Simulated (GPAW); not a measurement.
## Anisotropy of zigzag V chain, bond 2.466 A

One collinear state of zigzag V chain, bond 2.466 A is converged, and its anisotropy computed from it.

Method: PBE; plane waves with GPAW's PAW setups, scalar-relativistic, in GPAW 26.7.0.

**1. The starting structure**

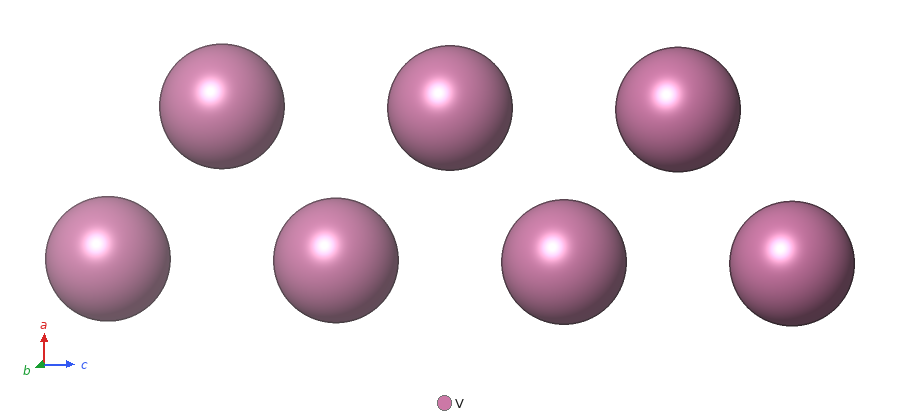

The cell as given, from the side, with the c axis across the page (vanadium pink). 1×1×3 cells are drawn. Some periodic images of atoms are drawn too.

The cell holds 2 atoms: 2 V. Cell: a = 12.000 Å, b = 12.000 Å, c = 2.959 Å, α = 90.0°, β = 90.0°, γ = 90.0°. model lattice. Vacuum lies along a and b. The structure's axis is c.

**2. Self-consistent state**

All later steps read the density of this run.

Contents of order2.py:

```python
import json
import numpy as np
from ase import Atoms
from ase.parallel import paropen, parprint
from gpaw import GPAW

atoms = Atoms(['V', 'V'],
    cell=[[12.0, 0.0, 0.0],
         [0.0, 12.0, 0.0],
         [0.0, 0.0, 2.9592]],
    scaled_positions=[[0.4178, 0.5, 0.0],
         [0.5822, 0.5, 0.5]],
    pbc=True,
    magmoms=[1.5, -1.5])
atoms.calc = GPAW(mode={'name': 'pw', 'ecut': 550},
    xc='PBE',
    kpts={'size': (1, 1, 10), 'gamma': True},
    occupations={'name': 'fermi-dirac', 'width': 0.05},
    convergence={'density': 1e-05, 'energy': 1e-05},
    maxiter=200,
    symmetry={'tolerance': 1e-4},
    txt='order2.txt')
e = atoms.get_potential_energy(force_consistent=True)
res = {'free_energy': e, 'energy_sigma0': atoms.get_potential_energy(), 'fermi_energy': atoms.calc.get_fermi_level()}
res['moments'] = atoms.get_magnetic_moments().tolist()
res['total'] = atoms.get_magnetic_moment()
parprint('site moments (muB):', np.round(res['moments'], 3))
parprint(f"total moment: {res['total']:.3f} muB")
parprint(f'free energy: {e:.6f} eV')
atoms.calc.write('order2.gpw')
with paropen('results.json', 'w') as f:
    json.dump(res, f)
```

Launch:

```
$ OMP_NUM_THREADS=1 python3 order2.py > order2.log
```

Log:

```text
site moments (muB): [ 2.055 -2.055]
total moment: 0.000 muB
free energy: -11.178757 eV

--- order2.txt ---
Input parameters:
  mode=PW(ecut=550),
  convergence={'density': 1e-05, 'energy': 1e-05},
  kpts=MonkhorstPack(size=(1, 1, 10), gamma=True),
  maxiter=200,
  occupations=Occupations(name='fermi-dirac', width=0.05),
  symmetry=Symmetry(tolerance=0.0001),
  xc=XC(name='PBE')

Diagonalizing LCAO Hamiltonian
Converting LCAO to pw mode
        .----------------------------.
       /|                            |
      / |                            |
     /  |                            |
    /   .----------------------------.
   /   /             V              /
  /   /                            /
 *   /                            /
 |  /            V               /
 | /                            /
 |/                            /
 *----------------------------*

Atoms  # Å, Bohr magnetons
|   | symbol |        x |        y |        z |    initial magnetic moments |
|---|--------|----------|----------|----------|-----------------------------|
| 0 |      V | 5.013600 | 6.000000 | 0.000000 | ( 0.0000,  0.0000,  1.5000) |
| 1 |      V | 6.986400 | 6.000000 | 1.479600 | ( 0.0000,  0.0000, -1.5000) |

Unit cell  # Å
| periodic |         x |         y |        z |   lengths |    angles |
|----------|-----------|-----------|----------|-----------|-----------|
|      yes | 12.000000 |  0.000000 | 0.000000 | 12.000000 | 90.000000 |
|      yes |  0.000000 | 12.000000 | 0.000000 | 12.000000 | 90.000000 |
|      yes |  0.000000 |  0.000000 | 2.959200 |  2.959200 | 90.000000 |

Number of symmetries: 4

BZ-sampling:
  Number of BZ points: 10
  Number of IBZ points: 6

  Monkhorst-Pack size: [1, 1, 10]
  Monkhorst-Pack shift: [0.0, 0.0, 0.05]

Plane wave coefficients: 12531
Cutoff: 550.0 eV

Spin-components: 2 (collinear spins)
Bands:           20
Projectors:      12
Spin-degeneracy: 1
Datatype:        complex128

Parallelization:
  kpt:    1
  domain: 1
  band:   1

Density:
  Valence electrons: 26.0
  Components: 2
  Grid points: [70 70 18]
  Charge: 0.0  # |e|

Potential:
  Grid points: [70 70 18]

[... setups left out ...]
Reference energy: -51640.991124  # eV

eigensolver:
  PPCG
  Converge bands: occupied
  niter=2

density mixing:
  MSR1-Mixer
  Pratt-step length: 0.05
  Maximum mixing coefficient: 0.75
  Old densities: 10
  SVD Regularization: 0.005
  Good broyden scale: 1.0
  Trust region scale: 1.0
  Backstep threshold: 4.0
  History deletion threshold: 6.0
  Fourier metric: weight=20.0, sigma=0.015

occupation numbers:
  Fermi-Dirac:
    width: 0.0500  # eV

poisson solver:
  ecut: 4400.0  # eV

xc functional:
  name: PBE with 2 nearest neighbor stencil

convergence criteria:
- Maximum integral of absolute [dens]ity change: 1e-05 electrons / valence electron
- Maximum [total energy] change in last 3 cyles: 1e-05 eV / valence electron
- Maximum integral of absolute [eigenst]ate change: 4e-08 eV^2 / valence electron
maximum number of iterations: 200

SCF iterations
|iter     |      energy | eigst |  dens |  magmom |
|---------|-------------|-------|-------|---------|
|iter:   1|       0s |  -13.452783 | +0.49 |       |  -0.0000|
|iter:   2|       4s |  -12.837512 | -0.81 | -0.84 |  -0.0000|
|iter:   3|       8s |  -11.150318 | +0.05 | -0.89 |  +0.0000|
|iter:   4|      12s |  -11.074831 | -0.88 | -1.18 |  -0.0000|
|iter:   5|      15s |  -11.128852 | -1.32 | -1.28 |  +0.0000|
|iter:   6|      19s |  -11.118759 | -1.92 | -1.45 |  -0.0000|
|iter:   7|      23s |  -11.157952 | -2.00 | -1.61 |  +0.0000|
|iter:   8|      27s |  -11.162931 | -2.08 | -1.71 |  -0.0000|
|iter:   9|      31s |  -11.161198 | -3.04 | -2.06 |  +0.0000|
|iter:  10|      34s |  -11.161287 | -3.69 | -2.76 |  -0.0001|
|iter:  11|      38s |  -11.161563 | -4.23 | -3.19 |  +0.0009|
|iter:  12|      41s |  -11.161296 | -4.55 | -2.47 |  -0.0000|
|iter:  13|      45s |  -11.161297 | -5.28 | -3.46 |  +0.0002|
|iter:  14|      49s |  -11.161306c| -5.92 | -3.81 |  +0.0002|
|iter:  15|      52s |  -11.161307c| -6.47 | -3.99 |  +0.0002|
|iter:  16|      56s |  -11.161306c| -6.99 | -4.46 |  +0.0001|
|iter:  17|      60s |  -11.161306c| -7.38 | -4.83 |  +0.0001|
|iter:  18|      61s |  -11.161306c| -7.61c| -5.07c|  +0.0001|

Converged in 18 steps
Energy contributions relative to reference atoms: (reference = -51640.991124)

Energy contributions:
  Kinetic:         -11.204895
  Coulomb:          12.933568
  Zero:              0.195841
  External:          0.000000
  Xc:              -13.068370
  Entropy:          -0.034901
  Spinorbit:         0.000000
  ----------------------------
  Free energy:     -11.178757
  Extrapolated:    -11.161306

dipole moment: (-0.000005, 0.000000, -6.996658)  # |e|*Ang

Total magnetic moment: (0.000000, 0.000000, 0.000051)

Local magnetic moments
|        x |        y |         z |
|----------|----------|-----------|
| 0.000000 | 0.000000 |  2.054782 |  # V    0
| 0.000000 | 0.000000 | -2.054737 |  # V    1

Fermi level: -2.635
Eigenvalues  # (at kpt = [0.000, 0.000, 0.000])
| band index |      eig [eV] | occ [0-1] |      eig [eV] | occ [0-1] |
|------------|---------------|-----------|---------------|-----------|
|          0 |       -67.162 |     1.000 |       -67.162 |     1.000 |
|        ... |               |           |               |           |
|          4 |       -40.952 |     1.000 |       -40.952 |     1.000 |
|          5 |       -39.022 |     1.000 |       -39.022 |     1.000 |
|          6 |       -38.927 |     1.000 |       -38.927 |     1.000 |
|          7 |       -38.869 |     1.000 |       -38.869 |     1.000 |
|          8 |        -5.837 |     1.000 |        -5.837 |     1.000 |
|          9 |        -4.509 |     1.000 |        -4.509 |     1.000 |
|         10 |        -3.332 |     1.000 |        -3.332 |     1.000 |
|         11 |        -3.115 |     1.000 |        -3.115 |     1.000 |
|         12 |        -2.595 |     0.309 |        -2.595 |     0.309 |
|         13 |        -2.578 |     0.242 |        -2.578 |     0.242 |
|         14 |        -1.889 |     0.000 |        -1.889 |     0.000 |
|         15 |        -1.879 |     0.000 |        -1.879 |     0.000 |
|         16 |        -1.252 |     0.000 |        -1.252 |     0.000 |
|         17 |        -0.746 |     0.000 |        -0.746 |     0.000 |
|         18 |        -0.738 |     0.000 |        -0.738 |     0.000 |
|         19 |        -0.183 |     0.000 |        -0.183 |     0.000 |

No gap
No difference between direct/indirect transitions
```

Wall time 68 s (1 MPI rank of Intel Xeon Platinum 8375C at 2.90GHz (Ice Lake), shared host); peak memory 0.42 GiB.

Spin moment in the augmentation sphere by atom:

| atom | spin moment in the augmentation sphere (μB) |
| --- | --- |
| V1 | 2.05 |
| V2 | -2.05 |

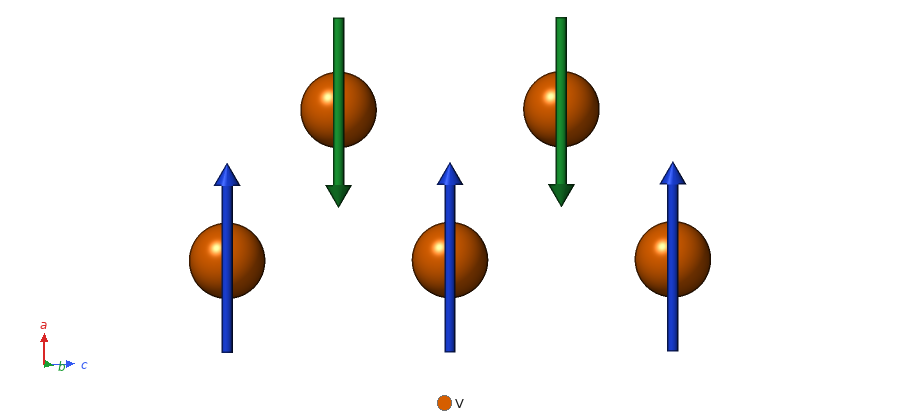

Spin moment in the augmentation sphere as arrows, the longest 2.05 μB. Up and down stand for the sign. Arrows give size and sign along the axis of quantisation, drawn up and down the page. The two directions have two colours. 1×1×2 cells are drawn. Some periodic images of atoms are drawn too.

Read from the output:

| Item | Value |
| --- | --- |
| magnetization | 0 μB |
| final state | antiferromagnetic |

After 18 cycles the largest moment stands at 2.05 μB.

**3. More states at fixed density**

The steps that follow sum over empty states, which the ground-state run does not converge; 24 states a spin are converged here at the frozen density and written with their wave functions.

It starts from the saved density of the lowest of the states tried.

Contents of nscf.py:

```python
from gpaw import GPAW

calc = GPAW('order2.gpw').fixed_density(
    kpts={'size': (1, 1, 12), 'gamma': True},
    nbands=28,
    convergence={'bands': 24, 'eigenstates': 1e-9},
    eigensolver='ppcg',
    parallel={'domain': 1},
    txt='nscf.txt')
calc.write('nscf.gpw', mode='all')
```

Launch:

```
$ OMP_NUM_THREADS=1 python3 nscf.py > nscf.log
```

Log:

```text
Input parameters:
  mode=PW(ecut=550),
  convergence={'bands': 24, 'eigenstates': 1e-09},
  eigensolver=PPCG(niter=2, min_niter=1, max_buffer_mem=209715200, blocksize=None, rr_modulo=5, include_cg=True, promote_inner_dtype=False, tolerances=None),
  gpts=array([70, 70, 18]),
  kpts=MonkhorstPack(size=(1, 1, 12), gamma=True),
  maxiter=200,
  nbands=28,
  occupations=Occupations(name='fermi-dirac', width=0.05),
  parallel={'domain': 1},
  symmetry=Symmetry(tolerance=0.0001),
  xc=XC(name='PBE')
```

Wall time 1.8 min (1 MPI rank); peak memory 0.47 GiB.

**4. Easy axis by the force theorem**

Spin–orbit coupling is added in the basis of the saved states for each direction of the moments. The change in the band energy is the anisotropy energy, with no new self-consistent run.

Contents of anisotropy.py:

```python
import json
import numpy as np
from ase.parallel import paropen, parprint
from gpaw import GPAW
from gpaw.spinorbit import soc_eigenstates

calc = GPAW('nscf.gpw')
angles = [[0.0, 0.0], [90.0, 0.0], [90.0, 90.0]]  # theta, phi in degrees
res = {'rows': []}
for scale in [1.0, 0.5, 2.0]:
    e0 = None
    for theta, phi in angles:
        soc = soc_eigenstates(calc, n2=24, scale=scale, theta=theta, phi=phi)
        e = soc.calculate_band_energy()
        e0 = e if e0 is None else e0
        orbital = soc.get_orbital_magnetic_moments()
        res['rows'].append([scale, theta, phi, 1000 * (e - e0), orbital.tolist()])
        parprint(f'scale {scale} theta {theta:6.1f} phi {phi:6.1f}  dE = {1000 * (e - e0):9.4f} meV  |L| =', np.round(np.linalg.norm(orbital, axis=1), 4))
with paropen('results.json', 'w') as f:
    json.dump(res, f)
```

Launch:

```
$ OMP_NUM_THREADS=1 python3 anisotropy.py > anisotropy.log
```

Log:

```text
scale 1.0 theta    0.0 phi    0.0  dE =    0.0000 meV  |L| = [0.0384 0.0384]
scale 1.0 theta   90.0 phi    0.0  dE =   -0.1791 meV  |L| = [0.0595 0.0595]
scale 1.0 theta   90.0 phi   90.0  dE =   -0.1260 meV  |L| = [0.027 0.027]
scale 0.5 theta    0.0 phi    0.0  dE =    0.0000 meV  |L| = [0.0191 0.0191]
scale 0.5 theta   90.0 phi    0.0  dE =   -0.0450 meV  |L| = [0.0297 0.0297]
scale 0.5 theta   90.0 phi   90.0  dE =   -0.0319 meV  |L| = [0.0135 0.0135]
scale 2.0 theta    0.0 phi    0.0  dE =    0.0000 meV  |L| = [0.0771 0.0771]
scale 2.0 theta   90.0 phi    0.0  dE =   -0.7095 meV  |L| = [0.1187 0.1187]
scale 2.0 theta   90.0 phi   90.0  dE =   -0.4890 meV  |L| = [0.0539 0.0539]
```

It took 3.3 s on 1 MPI rank; peak memory 0.23 GiB.

Directions, in the order of the table: z (the chain axis); x; y.

Theta from the Cartesian z axis, phi from x; spin up lies along the direction. Anisotropy, by row:

| spin-orbit scale | theta (degrees) | phi (degrees) | band energy less the first direction's (meV a cell) | orbital moment of atom 1 along the direction (μB) | sum of orbital moments along the direction (μB a cell) |
| --- | --- | --- | --- | --- | --- |
| 1 | 0 | 0 | 0 | -0.03837 | 0 |
| 1 | 90 | 0 | -0.1791 | -0.05946 | 0 |
| 1 | 90 | 90 | -0.126 | -0.027 | 0 |
| 0.5 | 0 | 0 | 0 | -0.01913 | 0 |
| 0.5 | 90 | 0 | -0.045 | -0.02973 | 0 |
| 0.5 | 90 | 90 | -0.03191 | -0.01351 | 0 |
| 2 | 0 | 0 | 0 | -0.07713 | 0 |
| 2 | 90 | 0 | -0.7095 | -0.1187 | 0 |
| 2 | 90 | 90 | -0.489 | -0.0539 | 0 |

**5. Results**

| Item | Value |
| --- | --- |
| state | antiferromagnetic |
| largest site moment | 2.05 μB |
| spread of the directions' energies | 0.179 meV a cell |
| easiest direction tried | x |

About the antiferromagnetic state the directions differ by 0.179 meV a cell, with x easiest. The anisotropy comes from the force theorem at a frozen potential; it needs a check on a finer mesh, and shape anisotropy is not in it. Doubling the coupling multiplies the difference between the first two directions by 4.0; second-order perturbation theory gives 4.

[Logs and program files are shortened in this print: banners, set-up blocks, solver, clock and traceback lines can be left out without a mark of their own.]

[Logs are printed without paths, hosts, clocks, repeated set-up lines and the standing remarks that a program may print on its own settings, such as how far it seeks lower states.]

[Hosts, paths, dates, database ids (printed as entryN), source tags and the programs' standing remarks are cut or masked in the printed files.]

[Where a cell is said to come from a database of computed structures, the database is the Materials Project.]
